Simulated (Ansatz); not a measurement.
## Energy of La₂O₃ along an even scaling of the cell

System: La₂O₃ (P-3m1, 5 atoms in the cell).
Method: Kohn-Sham DFT of a periodic cell, PBE, all-electron LAPW, scalar-relativistic, no spin polarisation (Ansatz 0.2.0).

The 7 runs differ only in the geometry, by an even scaling of the cell at fixed fractional positions. The structure derives from a Materials Project entry.

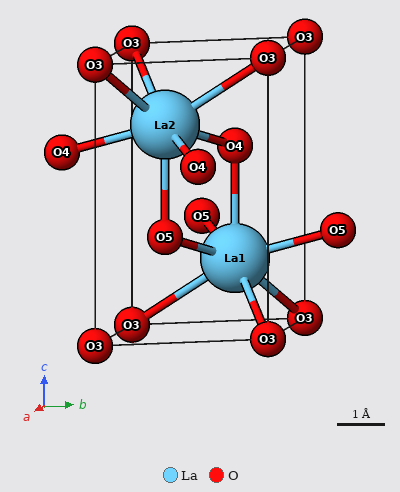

Figure 1. The structure of run 4 (ball-and-stick view of the cell of the calculation, seen slightly off an axis; bonded neighbours outside the cell are drawn too; atoms are numbered from 1 in the order of the input).

### Input of run 4
```yaml
crystal:
  lattice:
    - [3.930777878, 0.0, 0.0]
    - [-1.965388939, 3.404153499, 0.0]
    - [0.0, 0.0, 6.11195352]
  atoms:
    - { symbol: La, position: [0.3333333333, 0.6666666667, 0.24623568] }
    - { symbol: La, position: [0.6666666667, 0.3333333333, 0.75376432] }
    - { symbol: O, position: [0.0, 0.0, 0.0] }
    - { symbol: O, position: [0.3333333333, 0.6666666667, 0.64589065] }
    - { symbol: O, position: [0.6666666667, 0.3333333333, 0.35410935] }
kpoints:
  mp_grid: { grid: [8, 8, 5] }
scf:
  occupations: { method: fermi_dirac, width: 0.05 }
hamiltonian:
  xc: pbe
  pseudopotentials: { kind: all_electron, lapw: { basis_error: 0.001 } }
output:
  forces: true
  stress: true
  eigenvalues: true
```

Command:
```bash
ansatz run input.yaml --threads 4 --pin off --max-ram 14336MiB --backend cpu --events-out ev --progress --plain --runs-dir out
```

Lattice vectors (Å) and fractional positions of run 4:
```
   3.930778    0.000000    0.000000
  -1.965389    3.404153    0.000000
   0.000000    0.000000    6.111954
La  0.333333  0.666667  0.246236
La  0.666667  0.333333  0.753764
O   0.000000  0.000000  0.000000
O   0.333333  0.666667  0.645891
O   0.666667  0.333333  0.354109
```

Run 3 differs from it as follows:
```diff
-    - [3.930777878, 0.0, 0.0]
-    - [-1.965388939, 3.404153499, 0.0]
-    - [0.0, 0.0, 6.11195352]
+    - [3.9043960235, 0.0, 0.0]
+    - [-1.9521980118, 3.3813061428, 0.0]
+    - [0.0, 0.0, 6.0709324617]
```

### Results, with one run withheld

| run | volume per atom (Å³) | free energy per atom, from the lowest run given (meV) | pressure (GPa) | gap on the mesh (eV) |
| --- | --- | --- | --- | --- |
| 1 | 15.375 | 40.97 | 11.60 | 3.92 |
| 2 | 15.703 | 21.01 | 8.03 | 3.91 |
| 3 | 16.030 | ? | ? | ? |
| 4 | 16.357 | 1.19 | 1.91 | 3.88 |
| 5 | 16.684 | 0.00 | −0.69 | 3.85 |
| 6 | 17.011 | 3.86 | −3.04 | 3.82 |
| 7 | 17.338 | 12.27 | −5.15 | 3.79 |

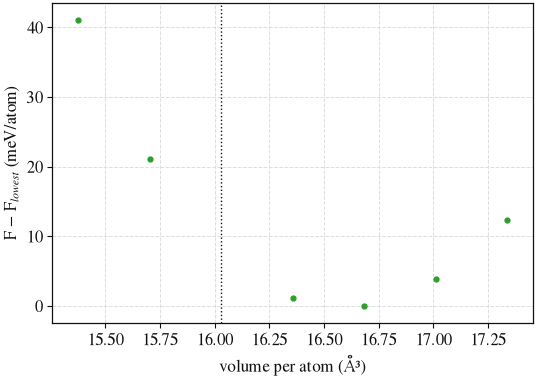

Figure 2. Free energy per atom of the runs given; the dotted line marks run 3.

Estimate the energy of run 3 from the others.

A cubic polynomial in V^(−2/3) (the Birch–Murnaghan form), fitted to the 6 runs given, misses them by at most 0.01 meV per atom. With x = V^(−2/3) − 0.15500 Å⁻², it reads F = 0.8616 + 1644.1 x + 6.3853e+05 x² + 4.1842e+05 x³ (meV per atom). At run 3 it gives 8.00 meV per atom, and the run itself gives 7.99. The slope of the fit gives a pressure −dF/dV of 4.80 GPa there, and the run prints 4.81 GPa. The fit has its minimum at 16.594 Å³ per atom, where V d²F/dV² gives 129 GPa. Cell shape and fractional positions are held, so this is the stiffness under even scaling; the relaxed bulk modulus wasn't computed. The gap on the mesh goes, without turning, from 3.92 eV in run 1 to 3.79 eV in run 7; run 3 has 3.90 eV. These are gaps of this functional on this mesh, which can miss the band edges; they aren't the measured gap.

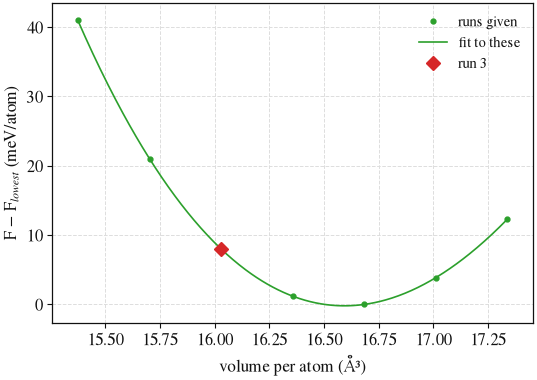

Figure 3. The fit and the withheld run.

### Output, shortened to warnings, some set-up lines, iterations and results (run 3)
```
Basis set: ecut = 287.11036857950967 eV, 905 PW (Γ), exchange–correlation at level 2
Symmetry: 12 space group operations
k-points: 40 of 320
Initial density: superposition of atomic densities (chi_scale 0.1, normalization cell, long waves kept (reshape's long-wave potential 0.04 eV rms))
[...]
SCF iter   1: F=—  HF=-468376.773862 eV  |F-HF|=—  |Δ(HF+E_count)|=         —  Δρ=9.27e-2  dr2=9.90e0  ethr=1.30e-2  ⟨swp⟩=2.0  Hψ=12541  notcnv=0
SCF iter   2: F=—  HF=-468372.361446 eV  |F-HF|=—  |Δ(HF+E_count)|=    4.41e0  Δρ=2.57e-2  dr2=5.60e-1  ethr=7.35e-4  ⟨swp⟩=2.1  Hψ=10676  notcnv=0
SCF iter   3: F=—  HF=-468371.204114 eV  |F-HF|=—  |Δ(HF+E_count)|=    1.16e0  Δρ=2.85e-2  dr2=1.06e0  ethr=7.35e-4  ⟨swp⟩=3.3  Hψ=7023  notcnv=0
SCF iter   4: F=—  HF=-468371.170630 eV  |F-HF|=—  |Δ(HF+E_count)|=         —  Δρ=1.07e-2  dr2=1.53e-1  ethr=7.35e-4  ⟨swp⟩=3.2  Hψ=6701  notcnv=0
SCF iter   5: F=—  HF=-468371.107879 eV  |F-HF|=—  |Δ(HF+E_count)|=   6.28e-2  Δρ=7.73e-3  dr2=6.90e-2  ethr=2.02e-4  ⟨swp⟩=3.0  Hψ=6631  notcnv=0
SCF iter   6: F=—  HF=-468371.074446 eV  |F-HF|=—  |Δ(HF+E_count)|=   3.34e-2  Δρ=3.39e-3  dr2=1.22e-2  ethr=9.07e-5  ⟨swp⟩=3.0  Hψ=6478  notcnv=0
SCF iter   7: F=—  HF=-468371.076285 eV  |F-HF|=—  |Δ(HF+E_count)|=   1.84e-3  Δρ=1.87e-3  dr2=4.50e-3  ethr=1.61e-5  ⟨swp⟩=3.0  Hψ=6568  notcnv=0
SCF iter   8: F=—  HF=-468371.075669 eV  |F-HF|=—  |Δ(HF+E_count)|=   6.16e-4  Δρ=6.61e-4  dr2=5.70e-4  ethr=5.92e-6  ⟨swp⟩=3.0  Hψ=6034  notcnv=0
SCF iter   9: F=—  HF=-468371.075639 eV  |F-HF|=—  |Δ(HF+E_count)|=   3.05e-5  Δρ=9.89e-5  dr2=1.47e-5  ethr=7.50e-7  ⟨swp⟩=3.0  Hψ=6216  notcnv=0
SCF iter  10: F=—  HF=-468371.075679 eV  |F-HF|=—  |Δ(HF+E_count)|=   4.00e-5  Δρ=2.59e-5  dr2=1.46e-6  ethr=1.93e-8  ⟨swp⟩=3.0  Hψ=6280  notcnv=0
SCF iter  11: F=—  HF=-468371.075678 eV  |F-HF|=—  |Δ(HF+E_count)|=   8.19e-8  Δρ=1.56e-5  dr2=2.69e-7  ethr=1.92e-9  ⟨swp⟩=3.0  Hψ=6201  notcnv=0
SCF iter  12: F=-468371.075678 eV  HF=-468371.075678 eV  |F-HF|=2.09e-8  |Δ(HF+E_count)|=   1.25e-7  Δρ=4.85e-6  dr2=1.87e-8  ethr=3.54e-10  ⟨swp⟩=3.0  Hψ=6208  notcnv=0
SCF 1 converged in 12 iterations: F = -468371.075678 eV  dr2 = 1.87e-8
SCF converged after 12 iterations
Free energy (F): -468371.075678 eV
Harris-Foulkes:  -468371.075678 eV  (|F-HF|=2.09e-8)
Internal energy: -468371.075678 eV  (E = F + TS)
E sigma→0 (E₀):  -468371.075678 eV
Fermi energy:    14.764249 eV
--- Per-component energies (eV) ---
  E_band       = -4593.882462
  E_kinetic    = 499808.089677
  E_xc         = -11805.034761
  E_electrostatic = -956374.130594  (all electrons and nuclei)
  E_smearing   = -0.000000  (= −TS)
  E_closure    = 0.000000  (closes the sum)
  E_atoms      = -468329.423351  (free atoms, spherical and without spin; not in F)
  Σ components = -468371.075678   (vs F -468371.075678, Δ=0.00e0)
  Basis errors (estimates in eV, not in F): energy 4.9e-4 per atom: plane waves 4.5e-4 (2.5e-4 summed), levels above the bands 1.7e-31, relativity 1.4e-7, radial functions 4.3e-5, core shells 1.1e-6; eigenvalues (radial functions only) 3.4e-6; not estimated: angular momenta, meshes, grids; target …
--- Forces (eV/Å), atoms counted from 1 ---
  atom   1  La    -0.00000000    -0.00000000    -0.17209031
  atom   2  La     0.00000000     0.00000000     0.17209031
  atom   3  O      0.00000000     0.00000000     0.00000000
  atom   4  O     -0.00000000    -0.00000000    -0.01531695
  atom   5  O      0.00000000     0.00000000     0.01531695
  max |Σ_I F_I| component: 4.63e-18 eV/Å
--- Stress (GPa, compression-positive) ---
        4.948951      -0.000000       0.000000
       -0.000000       4.948951       0.000000
        0.000000       0.000000       4.532362
  P = ⅓ Tr σ = 4.8101 GPa (48.101 kbar)
```
